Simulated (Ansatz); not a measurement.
**Ga9P8 (cell with a defect): density, localisation and related maps**

Input file:

```
crystal:
  lattice:
    - [-5.5051169764, 5.5051169764, 0.0]
    - [-5.5051169764, 0.0, 5.5051169764]
    - [0.0, 5.5051169764, 5.5051169764]
  atoms:
    - { symbol: Ga, position: [1.0, 1.0, 0.5] }
    - { symbol: Ga, position: [0.5, 1.0, 0.5] }
    - { symbol: Ga, position: [1.0, 0.5, 0.5] }
    - { symbol: Ga, position: [1.0, 1.0, 0.0] }
    - { symbol: Ga, position: [0.5, 0.5, 0.5] }
    - { symbol: Ga, position: [0.5, 1.0, 0.0] }
    - { symbol: Ga, position: [1.0, 0.5, 0.0] }
    - { symbol: Ga, position: [0.5, 0.5, 0.0] }
    - { symbol: P, position: [0.875, 0.875, 0.375] }
    - { symbol: P, position: [0.375, 0.875, 0.375] }
    - { symbol: P, position: [0.875, 0.375, 0.375] }
    - { symbol: P, position: [0.875, 0.875, 0.875] }
    - { symbol: P, position: [0.375, 0.375, 0.375] }
    - { symbol: P, position: [0.375, 0.875, 0.875] }
    - { symbol: P, position: [0.875, 0.375, 0.875] }
    - { symbol: P, position: [0.375, 0.375, 0.875] }
    - { symbol: Ga, position: [0.7602364316, 0.7375524516, 0.7832874517], spin: 1.0 }
basis:
  ecutwfc: 420
  xc_grid: 2
kpoints:
  mp_grid: { grid: [2, 2, 2], shift: [0.0, 0.0, 0.0] }
hamiltonian:
  xc: pbe
scf:
  occupations: { method: gaussian, width: 0.02 }
output:
  forces: true
  stress: false
  eigenvalues: true
  populations: true
  write_density: true
  write_potential: true
  elf: true
  volumetric_format: npy
magnetization:
  spin_polarized: true
relax:
  adjacent_minimum: "off"
  f_tol: 0.02
  max_steps: 60
```

Run with:

```sh
ansatz run input.yaml --threads 4 --pin off --max-ram 10240MiB --backend cpu --events-out ev --progress --plain --runs-dir out
```

The fields are those of the run's last geometry, not of the input's.

The SCF solution may not be the lowest one; the program warned that a starting moment wasn't kept; spin-polarised, but the moments vanished.

The calculation used DFT PBE, scalar-relativistic, plane waves, PAW (Ansatz).

Core electrons are frozen (PAW), and the valence fields are smoothed inside the atomic spheres.

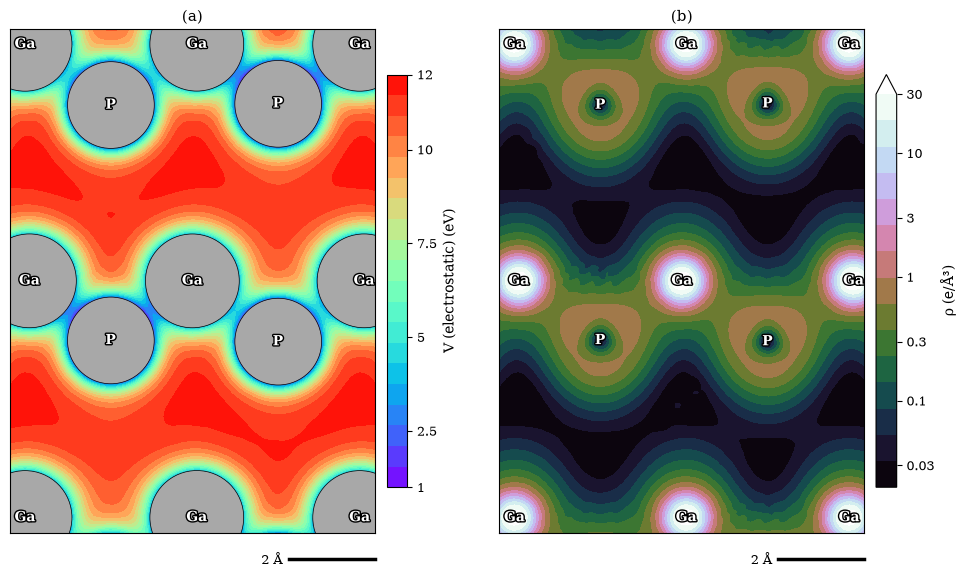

Figure 1. (a) electrostatic potential (local pseudopotential plus Hartree) felt by an electron; (b) valence pseudo-density on the (11̄0) plane of the calculation cell. Grey discs cover the atomic cores in the potential map.

> Describe what can be read from this map.

The plane passes through Ga and P nuclei. Ga–P (2.35 Å): the density is about 0.56 e/Å³ at the midpoint. Ga–P (2.45 Å): ρ is about 0.48 e/Å³ halfway. The density dies away to nearly zero in the voids. Outside the cores the potential energy rises away from the atoms and is highest about 2.3 Å from the nearest atoms; its zero is arbitrary.

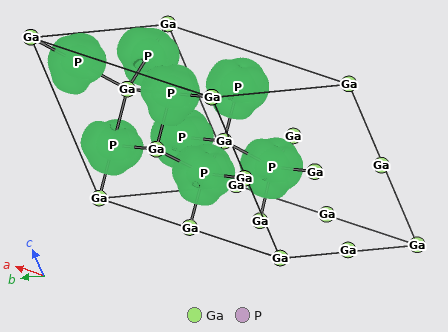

Figure 2. Isosurface of the ELF at 0.7 (green), seen at an oblique angle. Core shells and regions of very low density are left out. Sticks mark near contacts.

> Describe the localisation domains.

The surface consists of eight regions on P in which the atom's valence shell and bonds are merged, counted in one cell of 17 atoms. Any copies at cell faces, edges or corners count once. Along the contacts the grid gives the following. Ga–P (2.32 Å): the ELF peaks at about 0.90 in the valence shell of P, 0.8 Å from its nucleus, and is about 0.70 at the midpoint. Ga–P (2.37 Å): the ELF peaks at about 0.90 in the valence shell of P, 0.8 Å from its nucleus, and is about 0.75 at the midpoint.
